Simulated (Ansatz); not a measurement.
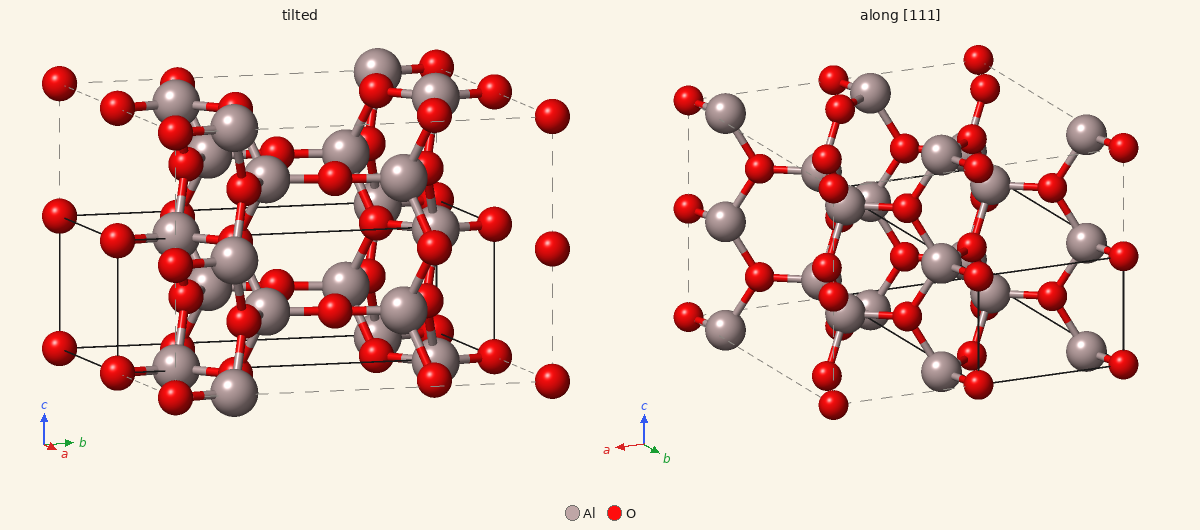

An orthographic ball-and-stick view of the structure, slightly off an axis and along [111]. One conventional unit cell is drawn solid; the view covers 2×1×2 cells.

Explain the picture.

- It has the composition Al₂O₃.
- Space group: Pnnm (No. 58). Lattice: primitive orthorhombic.
- The cell comprises 2 formula units: 4 Al, 6 O.
- Al is coordinated by four O in a distorted tetrahedral arrangement. O takes two kinds of site: 4g with three Al in a trigonal planar arrangement; 2a with two Al in a linear arrangement.
- The bonds build a three-dimensional framework.

Origin of the cell: a structure listed in the Materials Project. The cell was then strained or its atoms displaced on purpose. It went into a calculation with Ansatz.

At this level of theory the run's own cell isn't at rest (compressed, at 39 GPa and forces up to 4.1 eV/Å), so its distances can differ from those at equilibrium, the more so the softer the solid.
